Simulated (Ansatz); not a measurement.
```cif
data_structure
_symmetry_space_group_name_H-M 'P 1'
_symmetry_Int_Tables_number 1
_cell_length_a 5.4265
_cell_length_b 5.4265
_cell_length_c 4.7621
_cell_angle_alpha 90.000
_cell_angle_beta 90.000
_cell_angle_gamma 90.000
_cell_volume 140.23
loop_
_atom_site_label
_atom_site_type_symbol
_atom_site_fract_x
_atom_site_fract_y
_atom_site_fract_z
_atom_site_occupancy
Sn1 Sn 0.75000 0.25000 0.24324 1
Sn2 Sn 0.25000 0.75000 0.24324 1
Sn3 Sn 0.25000 0.25000 0.75676 1
Sn4 Sn 0.75000 0.75000 0.75676 1
O1 O 0.00000 0.04146 0.00000 1
O2 O 0.50000 0.54146 0.00000 1
O3 O 0.50000 0.00000 0.00000 1
O4 O 0.00000 0.50000 0.00000 1
```

Space group C2; changed on purpose from its base cell (atom 3 (O) moved -0.225 A towards its neighbour atom 4 (O) at 2.713 A); not relaxed (largest force 1.8 eV/Å).

Method: Ansatz, DFT PBE+D3(BJ), scalar-relativistic, plane waves, PAW.

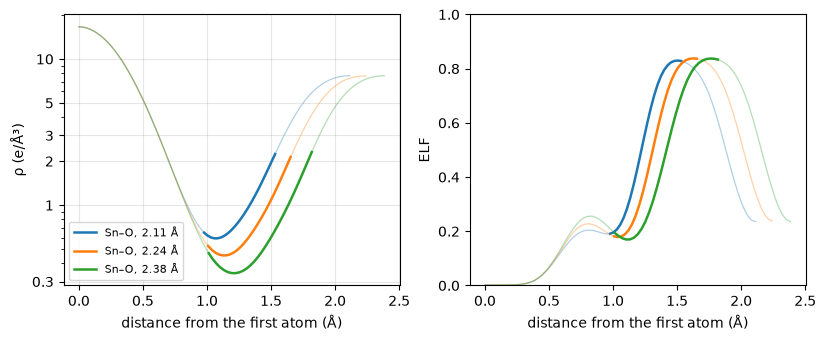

SnO. Valence electron density and electron localisation function along straight lines between neighbouring atoms. Thin, pale parts lie inside the atomic spheres.

In a PAW calculation such maps are meaningful between the atoms, not at the nuclei.

> What can be read from the curves?

Sn–O (2.11 Å): the density is about 0.59 e/Å³ at the midpoint; the ELF peaks at about 0.85 in the valence shell of O, 0.6 Å from its nucleus, and is about 0.20 at the midpoint; no shared electron pair shows on this line.
Sn–O (2.24 Å): ρ is about 0.45 e/Å³ halfway; the ELF peaks at about 0.85 in the valence shell of O, 0.6 Å from its nucleus, and is about 0.20 at the midpoint; no localised pair shows between them.
Sn–O (2.38 Å): the density is about 0.34 e/Å³ at the midpoint; the ELF peaks at about 0.85 in the valence shell of O, 0.6 Å from its nucleus, and drops to about 0.15 between the two atoms; no localised pair shows between them.
